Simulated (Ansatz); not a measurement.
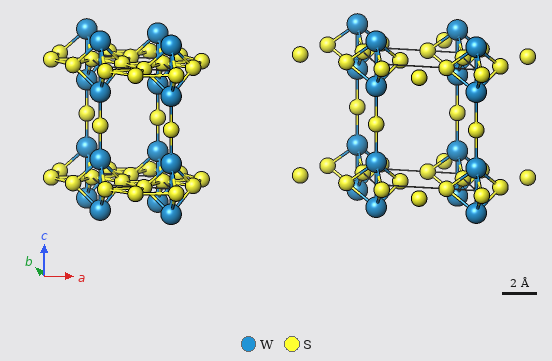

Two geometries of solid WS$_{2}$ (a generated structure, set up in P-62m) (coarse preliminary run), drawn at one scale. One is the start of a relaxation, the other its converged end. The picture is a ball-and-stick view of the cell of the calculation, seen slightly off an axis.

The calculation used DFT PBE, scalar-relativistic, plane waves, PAW in Ansatz. Settings: plane-wave cutoff 420 eV; k-point mesh 6 × 6 × 4; occupations gaussian; smearing width 0.1 eV; collinear spin; cell and atoms relaxed; force threshold 0.04 eV/Å; at most 70 steps.

> Which geometry has the lower energy?

The right one is the relaxed one. The largest moves relative to the cell, 0.54 Å, are those of S atoms. Largest moves by element: S 0.54 Å, W 0.21 Å. The volume changes by +103.8 %, with a = b 4.477 → 6.316 Å (+41.1 %), c 7.111 → 7.282 Å (+2.4 %). Near-neighbour distances that change, for instance: S–S 2.419 → 3.863 Å, W–W 3.055 → 2.709 Å, S–W 2.028 → 2.287 Å, S–W 2.292 → 2.312 Å. Bond angles that change, for instance: W–S–W 83.6° → 71.7°, S–W–S 80.4° → 89.2°, S–W–S 131.8° → 125.9°. The space group stays P-62m (No. 189). The energy falls by 1035 meV per atom in 10 accepted moves (12 points after the start). Largest force component: 6 eV/Å at the start, 0.011 eV/Å at the end. Pressure: 27.55 GPa at the start and 0.05 GPa at the end. The SCF was repeated twice at an unchanged geometry on a basis and grid sized afresh for the cell, which shifted the energy by 40.6 meV per atom at most.
